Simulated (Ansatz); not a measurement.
LiCl (space group P6_3mc, No. 186): the end point of a relaxation with DFT PBEsol, scalar-relativistic, plane waves, PAW in Ansatz; the starting structure was generated, so it need not be a known form of this composition.

```cif
data_structure
_symmetry_space_group_name_H-M 'P6_3mc'
_symmetry_Int_Tables_number 186
_cell_length_a 3.8814
_cell_length_b 3.8814
_cell_length_c 6.1784
_cell_angle_alpha 90.000
_cell_angle_beta 90.000
_cell_angle_gamma 120.000
_cell_volume 80.61
loop_
_atom_site_label
_atom_site_type_symbol
_atom_site_symmetry_multiplicity
_atom_site_Wyckoff_symbol
_atom_site_fract_x
_atom_site_fract_y
_atom_site_fract_z
_atom_site_occupancy
Li1 Li 2 b 0.33333 0.66667 0.99632 1
Cl1 Cl 2 b 0.33333 0.66667 0.37868 1
```

Bonds are taken as Cl–Li below 2.7 Å; no other contact counts. The graph is simplified in the usual way: terminal and isolated atoms are pruned, two-connected atoms become edges.

Derive the underlying net.

The result is a uninodal 4-connected, three-periodic net: Li and Cl are 4-connected nodes. It is the lon net, known from lonsdaleite, wurtzite and tridymite. It is a single net, without interpenetration.

| node | links | point symbol | coordination sequence |
| --- | --- | --- | --- |
| Li and Cl | 4 | 6⁶ | 4 12 25 44 |

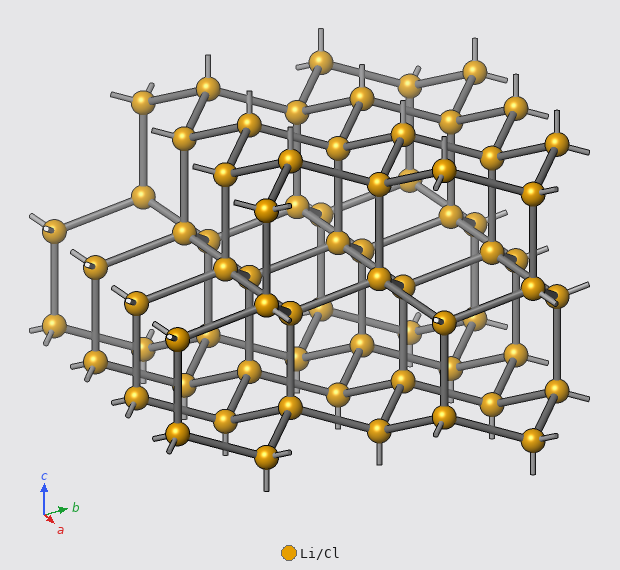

Nodes are coloured by topological kind. Edges to nodes outside the piece are drawn as stubs.
